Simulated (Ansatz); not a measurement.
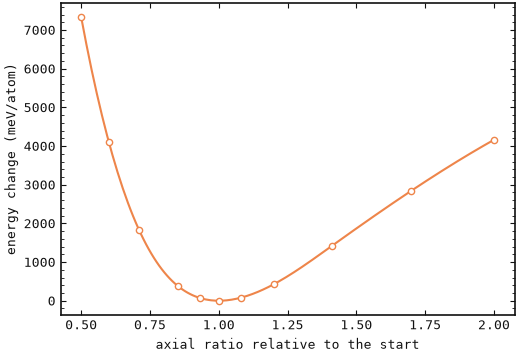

The figure shows the energy change against relative axial ratio.

Method: deformation of a crystal at fixed volume, lengths along the axis scaled against those across it, fractional coordinates fixed, by plane-wave density functional theory with PAW datasets, free energies less that of the undisturbed cell, pressure positive in compression; scalar-relativistic (Ansatz 0.2.0). Level: r2SCAN, no spin polarisation.

For which of these solids was it computed?
A. GaN, P6_3mc (No. 186), 11.3 Å³/atom, path axial
B. Zr₂O, Pn-3m (No. 224), 19.0 Å³/atom, path tetragonal
C. C, Fd-3m (No. 227), 5.7 Å³/atom, path trigonal

C, C: energy change from 0 meV/atom to 7327 meV/atom. The others give: Zr₂O, energy change from 0 meV/atom to 399 meV/atom; GaN, energy change from 0 meV/atom to 571 meV/atom.

For C, limits of the calculation: atoms far too close at some points of the scan; gap closes along the scan on a mesh chosen for the insulator; reference crystal is not relaxed.

For GaN, limits of the calculation: gap closes along the scan on a mesh chosen for the insulator; reference crystal is not relaxed; shape and atomic fractions are frozen while scaling, which makes layered, chain and framework solids too stiff.
